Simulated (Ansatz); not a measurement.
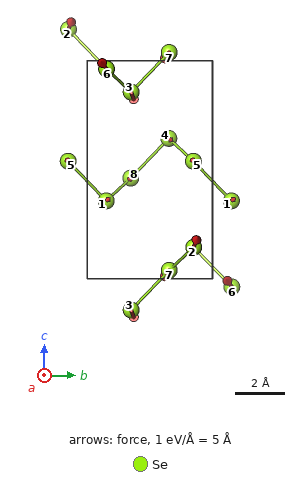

Starting geometry of solid Se (a generated structure, set up in P2_1) (coarse preliminary run) with the computed forces as red arrows. A ball-and-stick model of the cell of the calculation, seen along the a axis.

Method: Ansatz, DFT PBE, scalar-relativistic, plane waves, PAW. Settings: plane-wave cutoff 420 eV; k-point mesh 4 × 4 × 2; occupations gaussian; smearing width 0.1 eV; no spin polarisation; cell and atoms relaxed; force threshold 0.04 eV/Å; at most 70 steps.

**Is this structure relaxed? If not, where do the atoms go?**

It isn't relaxed: the largest force vector, on Se atoms, is 0.31 eV/Å. The final displacements have little in common with the starting forces (cosine between the two patterns 0.18). Over 4 accepted moves (6 points after the start) the energy falls by 4.8 meV per atom. The largest force component goes from 0.3 to 0.021 eV/Å. Pressure: 0.43 GPa at the start and −0.01 GPa at the end. The line search rejected the trial step at point 4 of the run. The SCF was repeated once at an unchanged geometry on a basis and grid sized afresh for the cell, which shifted the energy by less than 0.05 meV per atom at most. The largest moves relative to the cell, 0.16 Å, are those of Se2 and Se3. Se3 goes along [−2 −1 1]. The volume changes by +2.4 %, with a 5.644 → 5.523 Å (−2.2 %), b 5.217 → 5.421 Å (+3.9 %), c 9.076 → 9.139 Å (+0.7 %), β 90.5° → 90.2°. Near-neighbour distances that change, for instance: Se2–Se7 2.283 → 2.310 Å, Se1–Se5 2.438 → 2.433 Å, Se1–Se8 2.307 → 2.312 Å, Se2–Se6 2.440 → 2.436 Å. Among the angles between lasting bonds that change: Se6–Se3–Se7 106.2° → 108.2°. The space group stays P2_1 (No. 4). Cost: 4 min on 1 thread of Arm Neoverse V1, on a shared host, peak memory 0.58 GiB.
